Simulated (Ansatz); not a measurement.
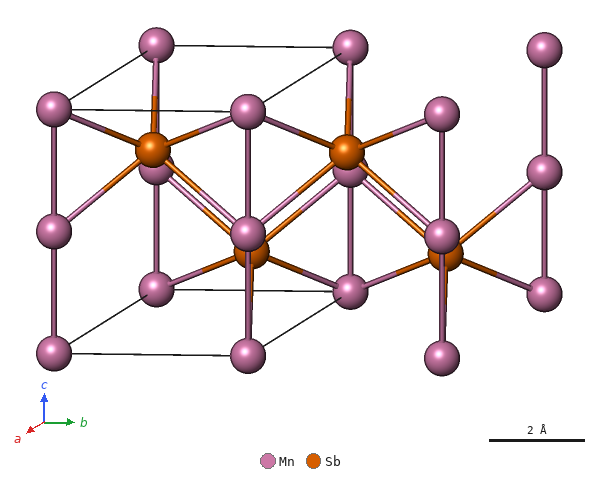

This is a crystal of MnSb (built on the MnSb-type type). Style: ball-and-stick. Shown: the cell of the calculation, repeated 1 × 2 × 1 with one cell outlined, from a free direction.

These are results of DFT PBE, spin-orbit coupling, plane waves, PAW (Ansatz), not measurements. Set-up: plane-wave cutoff 420 eV; k-point mesh 10 × 10 × 6; occupations gaussian; smearing width 0.05 eV; spin-orbit.

Change: The cell is strained by +1.0 % along [3 0 −2], −1.0 % along [3 0 2], none along the third axis (volume 0.0 %), the atoms keeping their fractional coordinates. No relaxation follows.

Input
```yaml
crystal:
  lattice:
    - [4.0991366956, 0.0, -0.040991367]
    - [-2.0495683478, 3.549956512, 0.0204956835]
    - [-0.0559424962, 0.0, 5.5942496177]
  atoms:
    - { symbol: Mn, position: [0.0, 0.0, 0.0], spin: 3.33, spin_axis: [0.0, 0.0, 1.0] }
    - { symbol: Mn, position: [0.0, 0.0, 0.5], spin: 3.33, spin_axis: [0.0, 0.0, 1.0] }
    - { symbol: Sb, position: [0.3333333333, 0.6666666667, 0.25] }
    - { symbol: Sb, position: [0.6666666667, 0.3333333333, 0.75] }
basis:
  ecutwfc: 420
  ecutrho_ratio: 4
kpoints:
  mp_grid: { grid: [10, 10, 6] }
hamiltonian:
  xc: pbe
scf:
  occupations: { method: gaussian, width: 0.05 }
output:
  forces: true
  stress: true
  eigenvalues: true
  populations: true
magnetization:
  noncollinear: true
  spin_orbit: true
```

Command:
```bash
ansatz run input.yaml --threads 4 --pin off --max-ram 7168MiB --backend cpu --events-out ev --progress --plain --runs-dir out
```

Q: What does the calculation give for the changed structure?

A: It costs 1.4 meV per atom. The pressure goes from 0.0 to 0.0 GPa. The principal stresses (compression positive) are 1.2 GPa along [3 0 2], −1.1 GPa along [3 0 −2], none along the third axis. The forces stay under 0.01 eV/Å. The absolute magnetisation per cell goes from 7.20 to 7.19 μB (net moment 6.42 and 6.42 μB). Near-neighbour distances before and after: Mn–Sb 2.749 → 2.728 to 2.770 Å. The space group (tolerance 0.01 Å) goes from P6_3/mmc (No. 194) to C2/c (No. 15).
